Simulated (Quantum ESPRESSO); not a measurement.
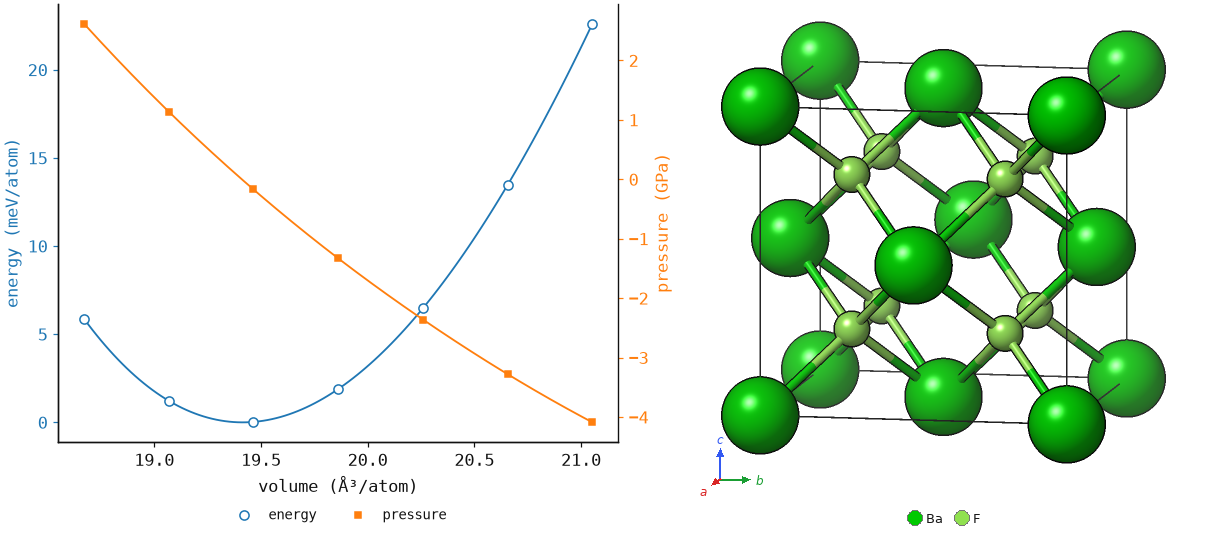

The picture above shows the energy and pressure against volume for BaF₂, space group Fm-3m (No. 225). The conventional cell is drawn beside the plot.

Cell as given: a = 4.384 Å, b = 4.384 Å, c = 4.384 Å, α = 60.00°, β = 60.00°, γ = 60.00°; 3 atoms.

How it was computed, with Quantum ESPRESSO 7.5: plane-wave DFT, no spin polarisation; energies at scaled volumes of the given cell, shape and fractions fixed, counted from the fit's minimum, third-order Birch-Murnaghan fit. Level: PBEsol.

k mesh 8×8×8; occupations Fermi–Dirac; smearing width 0.05 eV; potentials PseudoDojo 0.4.1 SR PBEsol standard; wave cutoff 1143 eV; density cutoff 4572 eV.

Give the fitted equation-of-state parameters.

Answer. A third-order Birch–Murnaghan fit gives V0 = 19.41 Å³/atom, B0 = 61.3 GPa and B′ = 4.8.

What does the pressure do across the range?

Answer. It falls from 2.62 GPa at volume 18.67 Å³/atom to −4.09 GPa at 21.05 Å³/atom, and changes sign near 19.41 Å³/atom.

Note: this release of the barium file is off.
